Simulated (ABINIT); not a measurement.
# Optical-spectrum calculation of Li (part 1 of 2)

Li (P6₃/mmc, 2 atoms in the cell), computed with Kohn-Sham DFT of a periodic cell, PBEsol, PseudoDojo NC SR PBEsol v0.4.1 standard, no spin polarisation (ABINIT 10.8.3).

The structure derives from an entry of the Crystallography Open Database.

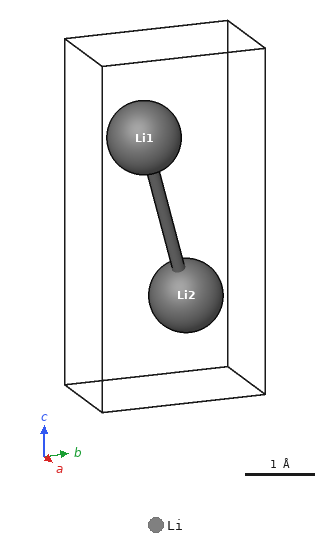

Figure 1. The structure (ball-and-stick view of the cell of the calculation, seen slightly off an axis; atoms are numbered from 1 in the order of the input). Near neighbours in the crystal (not all of them lie inside the picture): Li has 12 Li at 3.11 to 3.12 Å.

## The input
```
ndtset 3

pp_dirpath "./"
pseudos "Li.upf"

structure "poscar:POSCAR"
natom 2

ecut 897.975746 eV

ngkpt 16 16 8
nshiftk 1
shiftk 0.0 0.0 0.5
istwfk *1

ixc -116133

occopt 6
tsmear 0.00367493

nstep 80

iomode 3
prteig 0
prtebands 0

nband1 7
tolvrs1 1.0e-12
prtden1 1
prtwf1 0
kptopt1 1

iscf2 -3
getden2 1
nband2 13
nbdbuf2 4
tolwfr2 1.0e-12
nstep2 120
prtden2 0
kptopt2 1

optdriver3 8
wfk_task3 "wfk_optics_fullbz"
getwfk3 2
nband3 9
kptopt3 1
prtevk3 1
inclvkb3 2
```

## File POSCAR
```
Li
1.0
    3.1110000000      0.0000000000      0.0000000000
   -1.5555000000      2.6942050312      0.0000000000
    0.0000000000      0.0000000000      5.0930000000
Li
2
Direct
    0.6666666667      0.3333333333      0.7500000000  Li
    0.3333333333      0.6666666667      0.2500000000  Li
```

## File optic.abi
```
&FILES
 ddkfile_1 = 'runo_DS3_1_EVK.nc',
 ddkfile_2 = 'runo_DS3_2_EVK.nc',
 ddkfile_3 = 'runo_DS3_3_EVK.nc',
 wfkfile = 'runo_DS3_WFK.nc'
/
&PARAMETERS
 broadening = 0.007350,
 domega = 0.002,
 maxomega = 0.8,
 scissor = 0.000000,
 tolerance = 0.002
/
&COMPUTATIONS
 num_lin_comp = 2,
 lin_comp = 11,33,
 num_nonlin_comp = 0
/
```

Hardware: 1 thread of Arm Neoverse V2, 24 GiB of memory available, shared host.

Launch command:
```bash
abinit run.abi > log 2>&1
optic optic.abi > optic.log 2>&1
```

## Log
```
.Version 10.8.3 of ABINIT
 DATASET    1 : space group P6_3/m m c (#194); Bravais hP (primitive hexag.)
================================================================================
 Values of the parameters that define the memory need for DATASET  1.
     intxc =       0    ionmov =       0      iscf =       7    lmnmax =       4
     lnmax =       4     mgfft =      50  mpssoang =       2    mqgrid =    3001
     natom =       2  nloc_mem =       1    nspden =       1   nspinor =       1
    nsppol =       1      nsym =      24    n1xccc =       0    ntypat =       1
    occopt =       6   xclevel =       2
       mpw =        2631          nfft =       51200          nkpt =         120
================================================================================
================================================================================

 DATASET    2 : space group P6_3/m m c (#194); Bravais hP (primitive hexag.)
================================================================================
 Values of the parameters that define the memory need for DATASET  2.
     intxc =       0    ionmov =       0      iscf =      -3    lmnmax =       4
     lnmax =       4     mgfft =      50  mpssoang =       2    mqgrid =    3001
     natom =       2  nloc_mem =       1    nspden =       1   nspinor =       1
    nsppol =       1      nsym =      24    n1xccc =       0    ntypat =       1
    occopt =       6   xclevel =       2
       mpw =        2631          nfft =       51200          nkpt =         120
================================================================================
================================================================================

 DATASET    3 : space group P6_3/m m c (#194); Bravais hP (primitive hexag.)
================================================================================
 Values of the parameters that define the memory need for DATASET  3.
     intxc =       0    ionmov =       0      iscf =       7    lmnmax =       4
     lnmax =       4     mgfft =      50  mpssoang =       2    mqgrid =    3001
     natom =       2  nloc_mem =       1    nspden =       1   nspinor =       1
    nsppol =       1      nsym =      24    n1xccc =       0    ntypat =       1
    occopt =       6   xclevel =       2
       mpw =        2631          nfft =       51200          nkpt =         120
================================================================================
================================================================================

--------------------------------------------------------------------------------
------------- Echo of variables that govern the present computation ------------
--------------------------------------------------------------------------------
 -outvars: echo values of preprocessed input variables --------
            acell      1.0000000000E+00  1.0000000000E+00  1.0000000000E+00 Bohr
              amu      6.94100000E+00
             ecut      3.30000000E+01 Hartree
           getden1          0
           getden2          1
           getden3          0
           getwfk1          0
           getwfk2          0
           getwfk3          2
             iscf1          7
             iscf2         -3
             iscf3          7
              ixc     -116133
           jdtset        1    2    3
                       outvar_i_n : Printing only first  50 k-points.
         kptrlatt       16    0    0      0   16    0      0    0    8
          kptrlen      7.69950013E+01
            natom           2
            nband1          7
            nband2         13
            nband3          9
           nbdbuf1          0
           nbdbuf2          4
           nbdbuf3          0
           ndtset           3
            ngfft          32      32      50
             nkpt         120
            nstep1         80
            nstep2        120
            nstep3         80
             nsym          24
           ntypat           1
                       prtocc : prtvol=0, do not print more k-points.
                       prtocc : prtvol=0, do not print more k-points.
                       prtocc : prtvol=0, do not print more k-points.
           occopt           6
        optdriver1          0
        optdriver2          0
        optdriver3          8
           prtden1          1
           prtden2          0
           prtden3          1
        prtebands           0
           prteig           0
           prtevk1          0
           prtevk2          0
           prtevk3          1
            prtwf1          0
            prtwf2          1
            prtwf3          1
            rprim      5.8789379777E+00  0.0000000000E+00  0.0000000000E+00
                      -2.9394689888E+00  5.0913096360E+00  0.0000000000E+00
                       0.0000000000E+00  0.0000000000E+00  9.6243751592E+00
           shiftk      0.00000000E+00  0.00000000E+00  5.00000000E-01
          spgroup         194
           tolvrs1     1.00000000E-12
           tolvrs2     0.00000000E+00
           tolvrs3     0.00000000E+00
           tolwfr1     0.00000000E+00
           tolwfr2     1.00000000E-12
           tolwfr3     0.00000000E+00
           tsmear      3.67493000E-03 Hartree
            typat      1  1
         wfk_task1          0
         wfk_task2          0
         wfk_task3          7
                       outvars : Printing only first  50 k-points.
           xangst      1.5555000000E+00  8.9806834373E-01  3.8197500000E+00
                       2.7881350264E-17  1.7961366875E+00  1.2732500000E+00
            xcart      2.9394689888E+00  1.6971032120E+00  7.2182813694E+00
                       5.2688116020E-17  3.3942064240E+00  2.4060937898E+00
             xred      6.6666666667E-01  3.3333333333E-01  7.5000000000E-01
                       3.3333333333E-01  6.6666666667E-01  2.5000000000E-01
            znucl        3.00000

================================================================================

 chkinp: Checking input parameters for consistency, jdtset=   1.

 chkinp: Checking input parameters for consistency, jdtset=   2.

 chkinp: Checking input parameters for consistency, jdtset=   3.

================================================================================
== DATASET  1 ==================================================================

--- !DatasetInfo
iteration_state: {dtset: 1, }
dimensions: {natom: 2, nkpt: 120, mband: 7, nsppol: 1, nspinor: 1, nspden: 1, mpw: 2631, }
cutoff_energies: {ecut:  33.0, pawecutdg:  -1.0, }
electrons: {nelect:   6.00000000E+00, charge:   0.00000000E+00, occopt:   6.00000000E+00, tsmear:   3.67493000E-03, }
meta: {optdriver: 0, ionmov: 0, optcell: 0, iscf: 7, paral_kgb: 0, }
...

 Real(R)+Recip(G) space primitive vectors, cartesian coordinates (Bohr,Bohr^-1):
 R(1)=  5.8789380  0.0000000  0.0000000  G(1)=  0.1700987  0.0982066  0.0000000
 R(2)= -2.9394690  5.0913096  0.0000000  G(2)=  0.0000000  0.1964131  0.0000000
 R(3)=  0.0000000  0.0000000  9.6243752  G(3)=  0.0000000  0.0000000  0.1039028
 Unit cell volume ucvol=  2.8807192E+02 bohr^3
 Angles (23,13,12)=  9.00000000E+01  9.00000000E+01  1.20000000E+02 degrees

 getcut: wavevector=  0.0000  0.0000  0.0000  ngfft=  32  32  50
         ecut(hartree)=     33.000   => boxcut(ratio)=   2.00898

--- Pseudopotential description ------------------------------------------------
- pspini: atom type   1  psp file is ./Li.upf
   3.00000   3.00000  180301                  znucl, zion, pspdat
12 -116133 1 -1 1944                          pspcod,pspxc,lmax,lloc,mmax
     nproj     2     2

   3.13050062E+01                                ecore*ucvol(ha*bohr**3)
--------------------------------------------------------------------------------

================================================================================

--- !BeginCycle
iteration_state: {dtset: 1, }
solver: {iscf: 7, nstep: 80, nline: 4, wfoptalg: 0, }
tolerances: {tolvrs: 1.00E-12, }
...

     iter   Etot(hartree)      deltaE(h)  residm     vres2
 ETOT  1  -14.291455793006    -1.429E+01 7.923E-02 2.128E-01
 ETOT  2  -14.308423465425    -1.697E-02 1.568E-03 2.279E-01
 ETOT  3  -14.308437244781    -1.378E-05 1.536E-03 5.468E-02
 ETOT  4  -14.308440994106    -3.749E-06 2.210E-04 1.716E-04
 ETOT  5  -14.308440998557    -4.451E-09 1.585E-04 1.731E-05
 ETOT  6  -14.308440999818    -1.261E-09 4.813E-05 3.852E-07
 ETOT  7  -14.308440999847    -2.895E-11 2.995E-05 2.993E-09
 ETOT  8  -14.308440999848    -3.268E-13 2.490E-05 5.474E-11
 ETOT  9  -14.308440999848    -1.368E-13 1.893E-05 1.531E-12
 ETOT 10  -14.308440999848    -8.882E-15 2.152E-05 2.004E-15

 At SCF step   10       vres2   =  2.00E-15 < tolvrs=  1.00E-12 =>converged.

 Cartesian components of stress tensor (hartree/bohr^3)
  sigma(1 1)=  3.15687448E-05  sigma(3 2)=  0.00000000E+00
  sigma(2 2)=  3.15687447E-05  sigma(3 1)=  0.00000000E+00
  sigma(3 3)=  3.74189122E-05  sigma(2 1)=  0.00000000E+00
```
